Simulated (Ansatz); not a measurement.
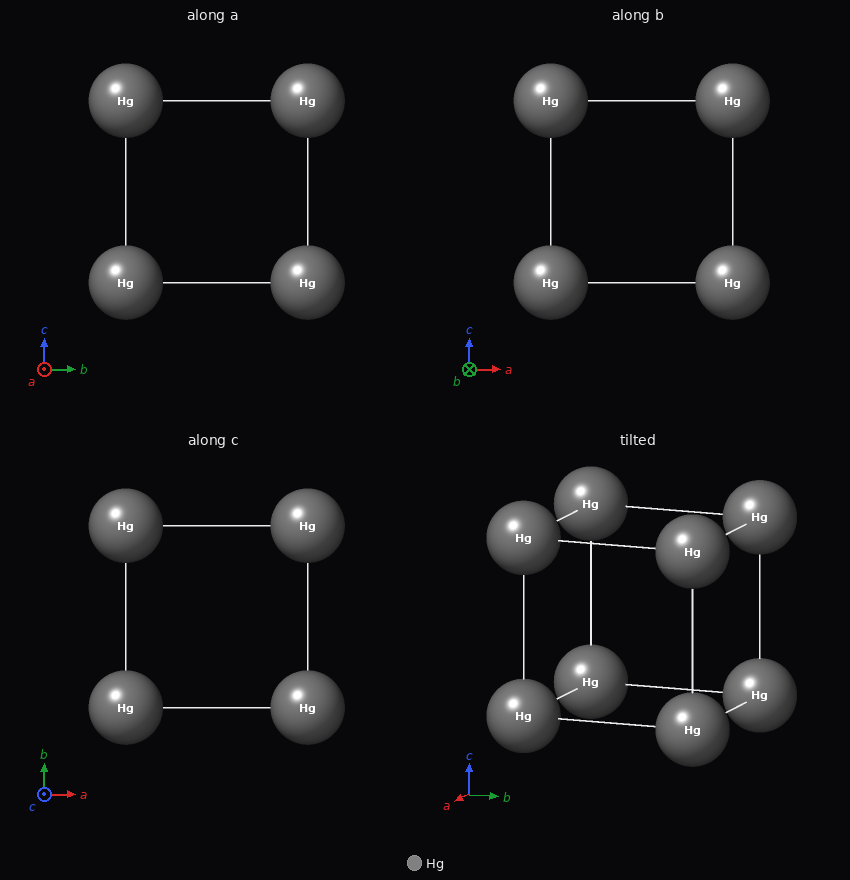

We look at a spheres-only model of the crystal along the a axis, along the b axis, along the c axis and slightly off an axis. The frame is the conventional unit cell; atoms at its boundary are shown with their periodic copies.

Lattice parameters: a = 3.096 Å, b = 3.096 Å, c = 3.096 Å, α = 90.00°, β = 90.00°, γ = 90.00°. Put a along x and b in the xy plane.

Question: Convert the drawing into a POSCAR file.

Answer:
```
Hg
1.0
     3.096    0.000    0.000
     0.000    3.096    0.000
     0.000    0.000    3.096
Hg
1
Direct
  0.0000 0.0000 0.0000
```

Origin of the cell: a random cell made by a generator, so it need not be a real form of the element. Earlier steps of the study may have refined or changed the cell and positions. A calculation with Ansatz used it as input.
